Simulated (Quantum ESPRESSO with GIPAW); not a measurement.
# CdS (Hawleyite): how strain moves the 33S line

GIPAW runs (PBEsol, plane-wave PAW from pslibrary 1.0.0 recipes, cutoffs 55 and 640 Ry, one 13×13×13 mesh for all shielding runs; Quantum ESPRESSO with GIPAW, a patched development version; no spin-orbit coupling, no macroscopic shape term) on CdS (Hawleyite), space group F-43m before straining. The cell below is strained equally along all axes, and the atoms keep their fractional coordinates.

```
Cd S
1.0
     0.00000    2.91650    2.91650
     2.91650    0.00000    2.91650
     2.91650    2.91650    0.00000
Cd S
1 1
Direct
  0.00000 0.00000 0.00000
  0.25000 0.25000 0.25000
```

The cell is an entry of the Crystallography Open Database; it need not be the form that is stable at ambient conditions.

The bonds are those of S (atom 2; bound to Cd4). One row is withheld.

| strain (%) | mean bond (Å) | σ_iso Cd (ppm) | σ_iso S (ppm) |
| --- | --- | --- | --- |
| -2 | 2.4752 | 2766.98 | 688.05 |
| -1.5 | 2.4879 | 2805.08 | 678.46 |
| -1 | 2.5005 | 2842.54 | 668.75 |
| 0 | 2.5258 | 2915.45 | 648.93 |
| +0.5 | 2.5384 | 2950.96 | 638.74 |
| +1 | 2.5510 | 2985.79 | 628.37 |
| +2 | 2.5763 | ? | ? |

**Task.** Fit σ_iso of S against strain, judge whether a straight line is enough, and predict the withheld row at +2 %.

1. With n = 6: Σx = -3.000, Σy = 3951.30, Σx² = 8.5000, Σxy = -2114.800.

2. Slope b = (nΣxy − ΣxΣy)/(nΣx² − (Σx)²) = -19.88 ppm per %, intercept a = (Σy − bΣx)/n = 648.61 ppm.

3. Residuals (run less line), in the order of the table: -0.32, +0.03, +0.26, +0.32, +0.07, -0.36 ppm. They bend in one sense; the largest is 0.6 % of the range of σ, so a line serves for most purposes and a parabola takes up the rest: σ = 648.90 − 20.193 x − 0.315 x², with residuals of 0.03 ppm or less.

4. At +2 % (outside the fitted range) the line gives 608.85 ppm and the parabola 607.25 ppm.

5. The run gives:

| strain (%) | mean bond (Å) | σ_iso Cd (ppm) | σ_iso S (ppm) |
| --- | --- | --- | --- |
| +2 | 2.5763 | 3053.60 | 606.77 |

Prediction less run: the line misses by +2.08 ppm, the parabola by +0.48 ppm. By the parabola, a strain of +1 % changes σ of S by -20.51 ppm and one of −1 % by +19.88 ppm; the mean slope is -19.88 ppm per %, or 7.9 ppm for 0.01 Å of mean bond length. The shift moves the opposite way, scaled by the slope of a reference line. Over the table σ of Cd goes from 2766.98 to 3053.60 ppm. Zero strain is the database's lattice, not this functional's rest cell, and neither cutoff nor mesh was tested for the slopes. The omitted shape term, common to all sites, changes with strain too. This build of gipaw.x prints that it is not audited and that its numbers are no references by themselves. pw.x warned of eigenvalues not converged in some cycles of these runs, which then met the threshold.

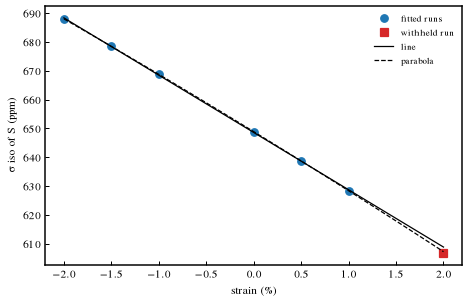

σ_iso of S against strain.

[Banner, clock, file and message-heading lines were taken out of the pw.x and gipaw.x logs.]

[Logs are printed without paths, hosts, clocks, repeated set-up lines and the standing remarks that a program may print on its own settings, such as how far it seeks lower states.]

[Hosts, paths, dates, database ids (printed as entryN), source tags and the programs' standing remarks are cut or masked in the printed files.]
